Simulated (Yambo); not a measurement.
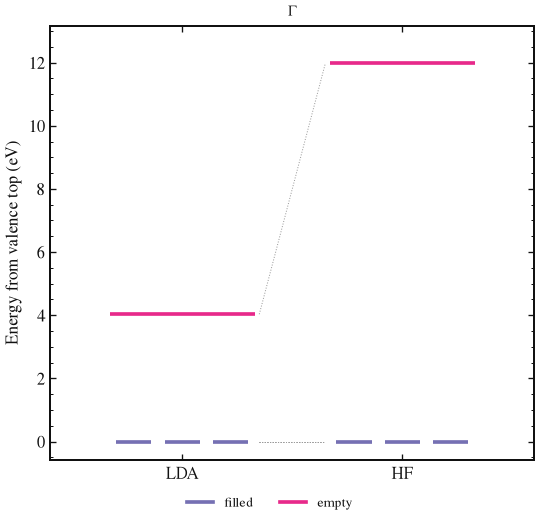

Levels at Γ in LDA and in HF, each set counted from its own valence top. Only the states that were corrected are drawn, so degenerate partners can be missing.

System: rocksalt KBr, space group Fm-3m, 2 atoms in the primitive cell; cubic a = 6.600 Å. Starting point: LDA, PseudoDojo 0.4.1 SR LDA standard, no spin polarisation, no spin-orbit coupling, 6×6×6 k mesh, 980 eV cutoff, fixed occupations (Yambo). Many-body step: HF with cutoff of exchange and Vxc 72 Ry.

Question: By how much does the gap open?

Answer: Over the k points that were corrected, the smallest gap goes from 4.03 eV in LDA (direct at Γ) to 11.97 eV in HF (direct at Γ), a change of +7.94 eV (+197 %).

```
k point  LDA direct gap (eV)  HF direct gap (eV)
      Γ                 4.03               11.97
```

Hartree-Fock has no screening and overstates gaps by far. Spin-orbit coupling is left out, which matters for Br.
